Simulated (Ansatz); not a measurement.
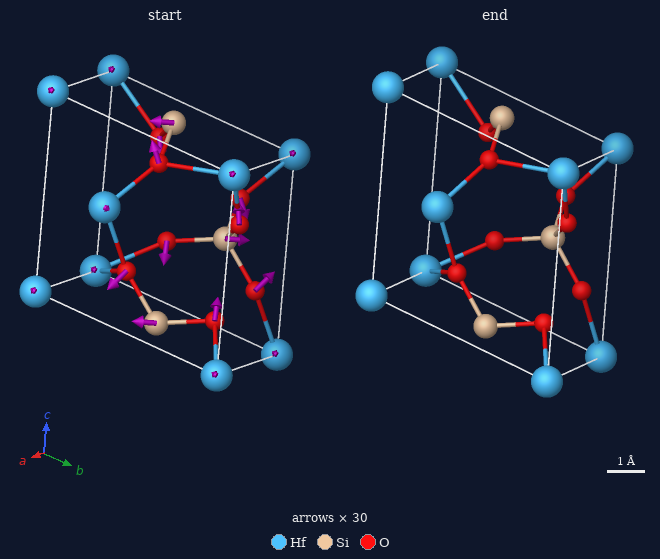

The structure of solid HfSiO$_{4}$ (set up in I4_1/amd) before (left) and after (right) a relaxation, at one scale. The purple arrows give the displacements (the part carried along by the change of the cell is left out), 30 times their true length.

Style: ball-and-stick. Shown: the cell of the calculation, slightly off an axis.

These are results of DFT PBE, scalar-relativistic, plane waves, PAW in Ansatz, not measurements. (plane-wave cutoff 420 eV; k-point mesh 6 × 6 × 6; occupations gaussian; smearing width 0.05 eV; no spin polarisation)

**What changed between the two?**

The largest moves relative to the cell, 0.027 Å, are those of O atoms. Largest moves by element: O 0.027 Å, Si 0.023 Å, Hf 0.006 Å. The volume changes by +1.0 %, with a 5.579 → 5.519 Å (−1.1 %), b 5.579 → 5.435 Å (−2.6 %), c 5.579 → 5.804 Å (+4.0 %), α 106.9° → 108.8°, β 106.9° → 108.3°, γ 114.8° → 111.1°. Near-neighbour distances that change, for instance: Hf–O 2.275 → 2.369 Å, Hf–O 2.139 → 2.086 Å, Hf–O 2.275 → 2.312 Å, O–Si 1.638 → 1.659 Å. Bond angles that change, for instance: O–Si–O 116.2° → 120.2°, Hf–O–Hf 111.4° → 107.6°, Hf–O–Si 99.1° → 102.8°. The space group (tolerance 0.01 Å) goes from I4_1/amd (No. 141) to P-1 (No. 2).
